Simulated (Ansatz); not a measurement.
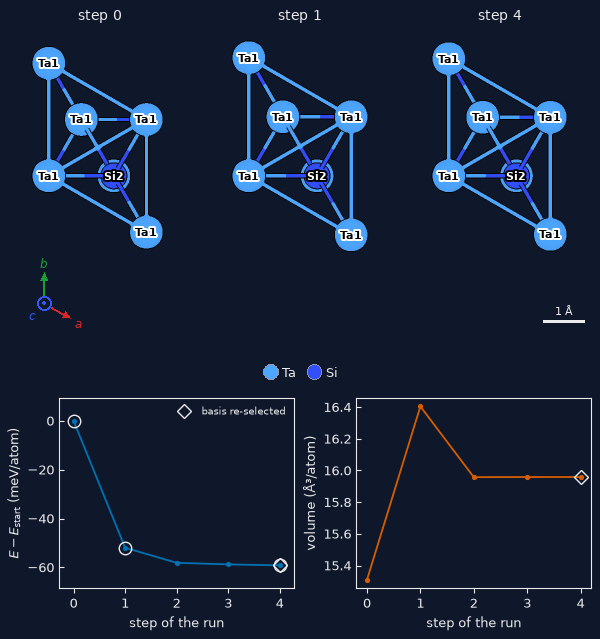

Frames of a relaxation of a crystal of TaSi (built on the CuPt (L1_1)_166 type) (coarse preliminary run), marked on the history of the run. A ball-and-stick model of the conventional cell (3 times the calculation's cell), seen along the c axis. Lengths and directions refer to the drawn axes.

Case: CuPt (L1_1) type (R-3m, No. 166).

These are results of DFT PBE, scalar-relativistic, plane waves, PAW (Ansatz 0.2.0), not measurements. Settings: plane-wave cutoff 420 eV; k-point mesh 6 × 6 × 6; occupations gaussian; smearing width 0.1 eV; no spin polarisation; cell and atoms relaxed; force threshold 0.04 eV/Å; at most 70 steps.

**What happens along the run?**

The energy falls by 59.2 meV per atom in 3 accepted moves (4 points after the start). All forces vanish by symmetry, so only the cell relaxes. Pressure: 7.00 GPa at the start and 0.16 GPa at the end. At 1 point the geometry stayed and the basis and grid were re-selected for the new cell (energy shift of 0.4 meV per atom at most each time). The atoms keep their places relative to the cell (all moves are under 0.005 Å). Cell: a = b 2.811 → 2.923 Å (+4.0 %), c 13.428 → 12.941 Å (−3.6 %). Volume +4.2 %. Near-neighbour distances that change, for instance: Ta1–Ta1 2.811 → 2.923 Å, Ta1–Si2 2.764 → 2.739 Å. Bond angles that change, for instance: Ta1–Si2–Ta1 61.1° → 64.5°, Ta1–Si2–Ta1 118.9° → 115.5°. The space group stays R-3m (No. 166). The run took 2.8 s on 1 thread of Intel(R) Xeon(R) 6975P-C (Granite Rapids), on a shared host, peak memory 0.36 GiB. From step 0 to 1: volume +7.1 %, energy −52.0 meV per atom. From step 1 to 4: volume −2.7 %, energy −7.2 meV per atom.
